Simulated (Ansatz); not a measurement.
The structure in question:

```xyz
4
Lattice="4.0987 0.0000 0.0000 -2.0493 3.5496 0.0000 0.0000 0.0000 6.5782" Properties=species:S:1:pos:R:3 pbc="T T T"
Si    2.0493    1.1832    5.6004
Si    0.0000    2.3664    2.3113
Ge    2.0493    1.1832    3.4446
Ge    0.0000    2.3664    0.1555
```

**Say what kind of structure these coordinates give.**

The formula is SiGe. It is primitive hexagonal, space group P6_3mc (No. 186). In terms of structure types, this is wurtzite. Content of the cell: 2 Si, 2 Ge (Z = 2). The coordination shell of Si holds four Ge in a distorted tetrahedral arrangement at 2.16 to 2.62 Å. About every Ge there are four Si in a distorted tetrahedral arrangement at 2.16 to 2.62 Å. The bonds build a three-dimensional framework.

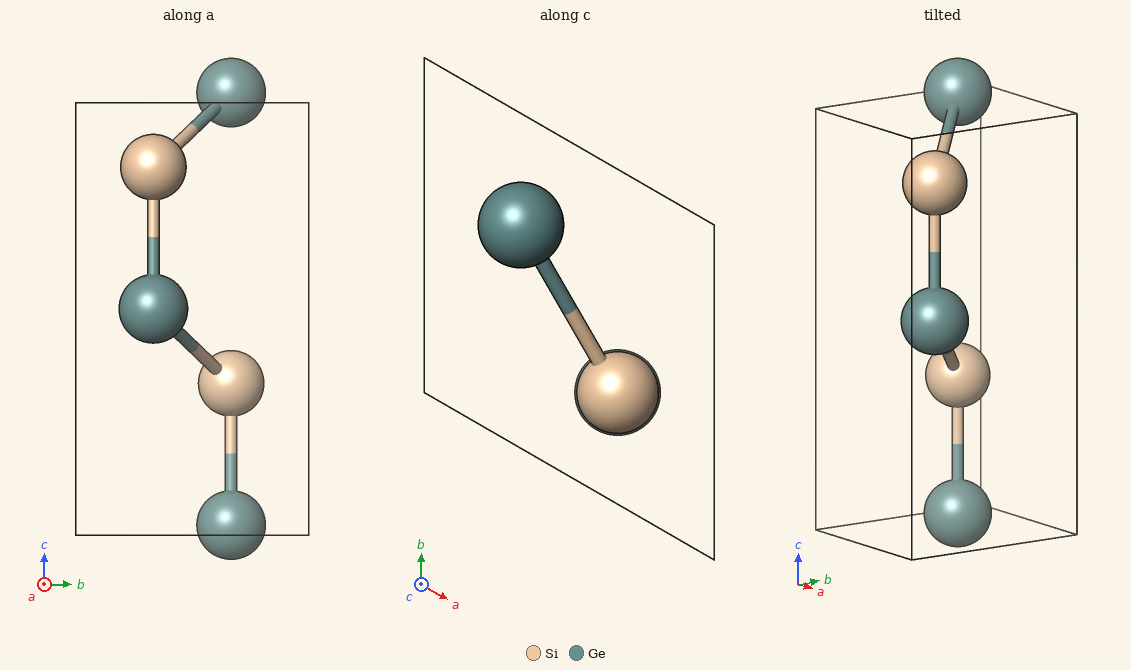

Structure drawing (ball-and-stick), viewed along the a axis, along the c axis and slightly off an axis. Lines trace the edges of the conventional unit cell.

The model was built from a structure listed in the Materials Project. The cell was then strained or its atoms displaced on purpose. Ansatz was used for an electronic-structure calculation on it.

At this level of theory the cell isn't at rest (forces up to 4.7 eV/Å), so its distances can differ from those at equilibrium, the more so the softer the solid.
